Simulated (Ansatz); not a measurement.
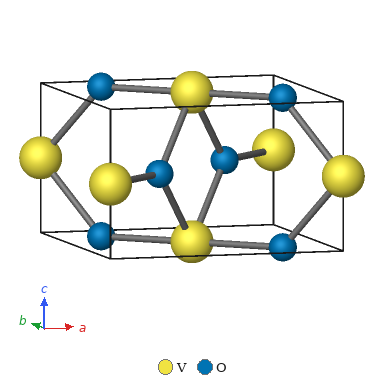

System: VO₂, space group P4_2/mnm (No. 136). The picture shows the conventional cell.

Starting cell:
```
CELL_PARAMETERS angstrom
4.58379 0.00000 0.00000
0.00000 4.58324 0.00000
0.00000 0.00000 2.83837
ATOMIC_POSITIONS crystal
V 0.00000 0.00000 0.50000
V 0.50000 0.50000 0.00000
O 0.30004 0.29994 0.50000
O 0.69996 0.70006 0.50000
O 0.19996 0.79994 0.00000
O 0.80004 0.20006 0.00000
```

One of the inputs:
```
crystal:
  lattice:
    - [4.5808705668, 0.0, 0.0]
    - [0.0, 4.5783545413, 0.0]
    - [0.0, 0.0, 2.8413078881]
  atoms:
    - { symbol: V, position: [0.0, 0.0, 0.5], spin: 0.92 }
    - { symbol: V, position: [0.5, 0.5, 0.0], spin: 0.92 }
    - { symbol: O, position: [0.2999588904, 0.2997697959, 0.5] }
    - { symbol: O, position: [0.7000411096, 0.7002302041, 0.5] }
    - { symbol: O, position: [0.2000411096, 0.7997697959, 0.0] }
    - { symbol: O, position: [0.7999588904, 0.2002302041, 0.0] }
basis:
  ecutwfc: 420
kpoints:
  mp_grid: { grid: [8, 8, 12] }
hamiltonian:
  xc: pbe
scf:
  occupations: { method: gaussian, width: 0.1 }
output:
  forces: true
  stress: true
  eigenvalues: true
  populations: true
  write_density: true
  write_potential: true
  elf: true
  volumetric_format: npy
magnetization:
  spin_polarized: true
relax:
  adjacent_minimum: "off"
  f_tol: 0.005
  max_steps: 80
  cell: { stress_tol: 0.05 }
```

Command:
```bash
ansatz run input.yaml --threads 1 --pin off --max-ram 2560MiB --backend cpu --events-out ev --progress --plain --runs-dir out
```

Computed with Ansatz 0.2.0: third-order Birch-Murnaghan fit to density functional energies at scaled volumes of the given relaxed cell, shape and atoms relaxed at each volume; energies count from the fitted minimum; plane waves with PAW datasets, Γ-centred k mesh. Level: PBE, collinear spin. The state reached is ferromagnetic.

wave cutoff 420 eV; k mesh 8×8×12; occupations Gaussian; smearing width 0.1 eV.

What does the calculation give for the energy above the minimum and pressure against volume? The volume takes the values 9.044, 9.342, 9.640, 9.938, 10.237, 10.535, 10.932 Å³/atom.

A third-order Birch–Murnaghan fit gives V0 = 9.94 Å³/atom, B0 = 221 GPa and B′ = 5.7. The energy above the minimum is 68.1 meV/atom at volume 9.044 Å³/atom and 55.5 meV/atom at 10.932 Å³/atom; the lowest computed point is at volume 9.938 Å³/atom (−0.1 meV/atom). The pressure falls from 26.83 GPa at volume 9.044 Å³/atom to −15.60 GPa at 10.932 Å³/atom, and changes sign near 9.94 Å³/atom. The solid is metallic at every point.

```csv
volume (Å³/atom),energy above the minimum (meV/atom),pressure (GPa)
9.044,68.1,26.83
9.342,28.3,16.31
9.640,6.5,7.43
9.938,-0.1,0.01
10.237,5.8,-6.10
10.535,21.9,-10.98
10.932,55.5,-15.60
```

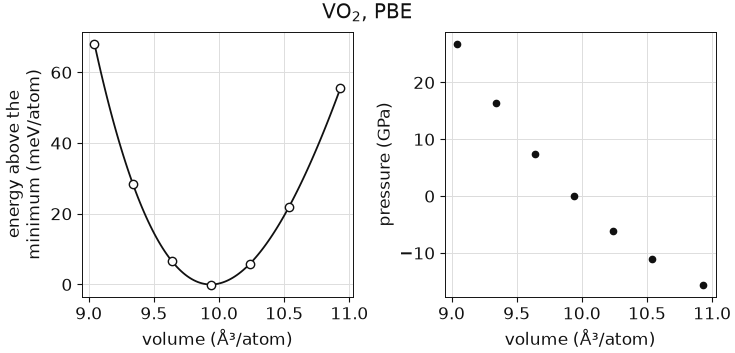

Keep in mind: another magnetic order may lie lower; structure snapped to symmetry.
